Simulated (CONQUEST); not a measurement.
## A series of single points on WC

System: WC (P-6m2, 4 atoms in the cell).
Method: Kohn-Sham DFT of a periodic cell, PBEsol, PseudoDojo NC PBEsol, no spin polarisation (CONQUEST 1.3).

The 7 runs differ only in the geometry, by an even scaling of the cell at fixed fractional positions. The structure derives from an entry of the Crystallography Open Database.

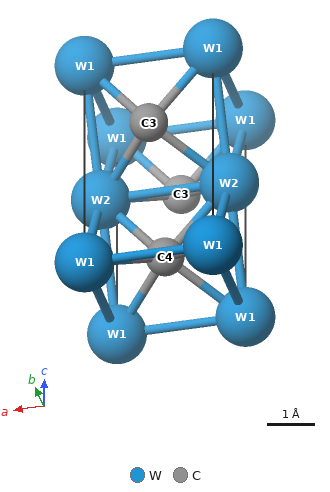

Figure 1. The structure of run 4 (ball-and-stick view of the cell of the calculation, seen at an oblique angle; atoms are numbered from 1 in the order of the input). An atom can appear more than once, as a periodic image.

**Input of run 4**
```
IO.Title WC
IO.Coordinates coords.dat
IO.FractionalAtomicCoords T
IO.Iprint 2
IO.Iprint_init 1
General.NumberOfSpecies 2
General.PseudopotentialType hamann
AtomMove.TypeOfRun static
AtomMove.FullStress T
Grid.PointsAlongX 32
Grid.PointsAlongY 32
Grid.PointsAlongZ 48
DM.SolutionMethod diagon
Diag.MPMesh T
Diag.GammaCentred T
Diag.MPMeshX 9
Diag.MPMeshY 9
Diag.MPMeshZ 5
Diag.kT 0.00183747
minE.SCTolerance 1e-6
SC.MaxIters 100
IO.AtomChargeOutput T
%block ChemicalSpeciesLabel
1 183.850 W
2 12.010 C
%endblock
```

Command:
```bash
OMP_NUM_THREADS=1 Conquest
```

Lattice vectors (Å) and fractional positions of run 4:
```
   2.836600    0.000000    0.000000
   0.000000    2.906500    0.000000
   0.000000    0.000000    5.034206
W   0.000000  0.000000  0.000000
W   0.000000  0.500000  0.500000
C   0.500000  0.000000  0.666667
C   0.500000  0.500000  0.166667
```

Run 5 has the same physical settings and fractional positions; its lattice vectors (Å) are:
```
   2.855386    0.000000    0.000000
   0.000000    2.925749    0.000000
   0.000000    0.000000    5.067546
```

**Results, with one run withheld**

```tsv
run	volume per atom (Å³)	free energy per atom, from the lowest run given (meV)	pressure (GPa)
1	9.754	68.54	33.16
2	9.961	32.68	22.21
3	10.169	10.30	12.58
4	10.376	0.00	3.63
5	10.584	?	?
6	10.791	10.75	−11.51
7	10.999	30.01	−18.05
```

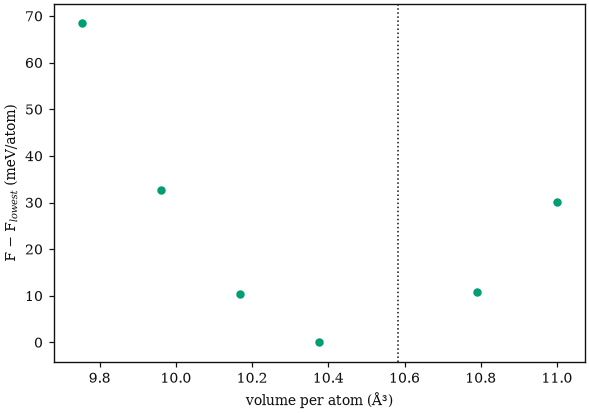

Figure 2. Free energy per atom of the runs given; the dotted line marks run 5.

Estimate the energy of run 5 from the others.

A cubic polynomial in V^(−2/3) (the Birch–Murnaghan form), fitted to the 6 runs given, misses them by at most 0.06 meV per atom. With x = V^(−2/3) − 0.21088 Å⁻², it reads F = 1.4046 + 2602.7 x + 6.8261e+05 x² + 5.0087e+05 x³ (meV per atom). At run 5 it gives 0.50 meV per atom, and the run itself gives 0.68. The slope of the fit gives a pressure −dF/dV of −4.34 GPa there, and the run prints −4.27 GPa. The two needn't agree exactly: the fit is approximate, and the printed stress is taken on a finite basis. The fit has its minimum at 10.468 Å³ per atom, where V d²F/dV² gives 404 GPa. Cell shape and fractional positions are held, so this is the stiffness under even scaling; the relaxed bulk modulus wasn't computed.

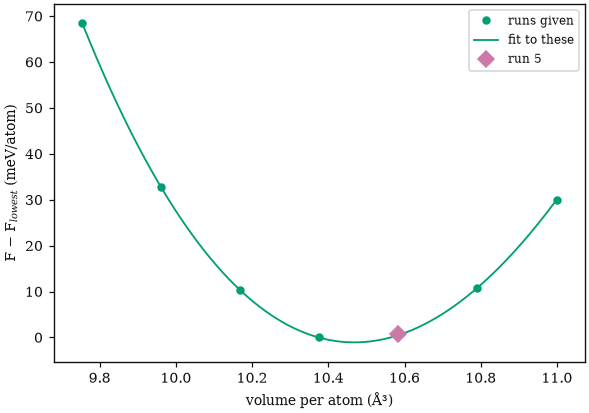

Figure 3. The fit and the withheld run.

**Some lines of the output (run 5)**
```
[...]
          DFT Total Energy                 :      -163.529191922546090 Ha
          Free Energy (E-TS)               :      -163.664564493397393 Ha
          DFT Total Energy                 :      -163.663936207154336 Ha
          Free Energy (E-TS)               :      -163.664495315223064 Ha
          DFT Total Energy                 :      -163.663768431191500 Ha
          Free Energy (E-TS)               :      -163.664340834222230 Ha
          DFT Total Energy                 :      -163.664109560781498 Ha
          Free Energy (E-TS)               :      -163.664337083322522 Ha
          DFT Total Energy                 :      -163.664113561415320 Ha
          Free Energy (E-TS)               :      -163.664337174024212 Ha
          DFT Total Energy                 :      -163.664113748162549 Ha
      | Free Energy as E-TS      =      -163.664337174024212 Ha
      |* DFT total energy        =      -163.664113748162549 Ha
    force: Average pressure:     -4.27234660 GPa
```

Notes: Spin–orbit coupling is left out, which matters for W. With a small basis of atomic orbitals these values can differ much from converged plane-wave results.
